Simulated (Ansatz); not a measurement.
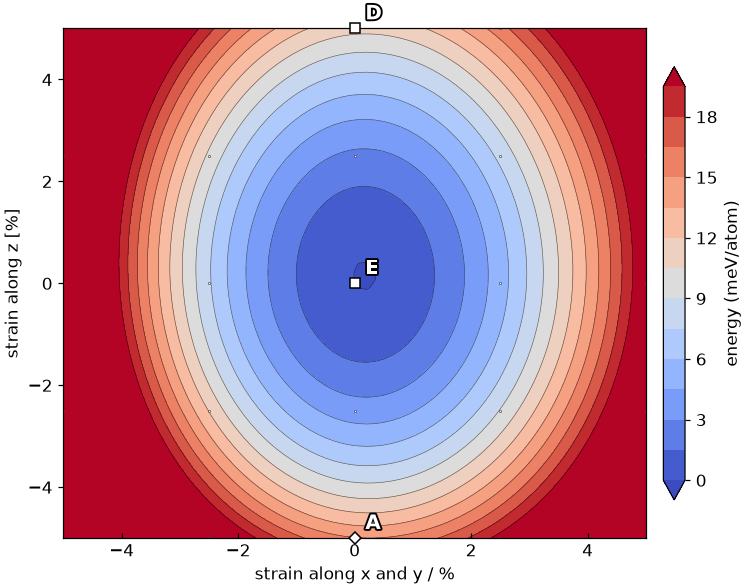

NaCl (Pm-3m, No. 221; 2 atoms in the cell). The cell is strained homogeneously, by one strain along x and y and another along z, with fractional coordinates fixed (x, y and z along the cube axes). The first coordinate is: strain along x and y; the second: strain along z. The scan uses a 5 × 5 grid. Points are written as (first, second). Energies are in meV/atom, from the lowest grid point. The reference cell is the one listed in the database, not relaxed at this level. Method: Ansatz, DFT PBE, scalar-relativistic, plane waves, PAW. Settings: cutoff 420 eV, k-mesh 6×6×6, gaussian smearing 0.05 eV, no spin polarisation.

In the figure: filled contours, dots at the grid points, one colour for all values above the top of the scale, lettered points. Between grid points the surface is interpolated.

Question: Rank the lettered points by energy, lowest first.

Answer: E (0.0 meV/atom), D (11.0 meV/atom), A (15.1 meV/atom).
